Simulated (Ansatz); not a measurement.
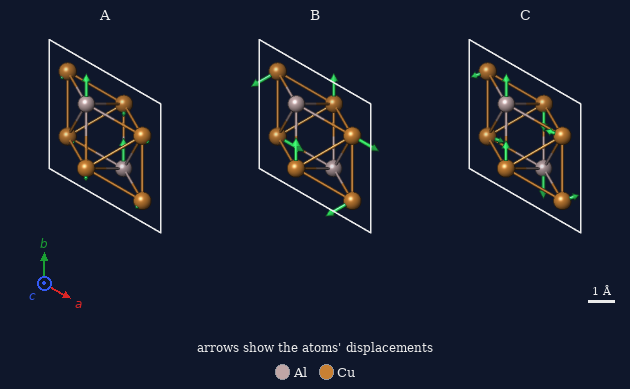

Modes of a crystal of AlCu$_{3}$, space group P6₃/mmc (No. 194), at the zone centre (one member of each degenerate set). Displacements are drawn as green arrows; their common scale and sign are arbitrary. Style: ball-and-stick. Shown: the cell of the calculation, along the c axis.

These are results of DFT PBEsol, scalar-relativistic, plane waves, PAW (Ansatz), not measurements.

The frequencies depend somewhat on the k-mesh and the smearing.

### Give the symmetry species and the selection rules of each.

A is E₁u, infrared-active by symmetry (296 cm⁻¹). B is B₁u, silent by symmetry (neither infrared- nor Raman-active) (171 cm⁻¹). C is E₂g, Raman-active by symmetry (143 cm⁻¹). The crystal has a centre of inversion, so no mode is both. In a metal the free carriers screen the infrared response.
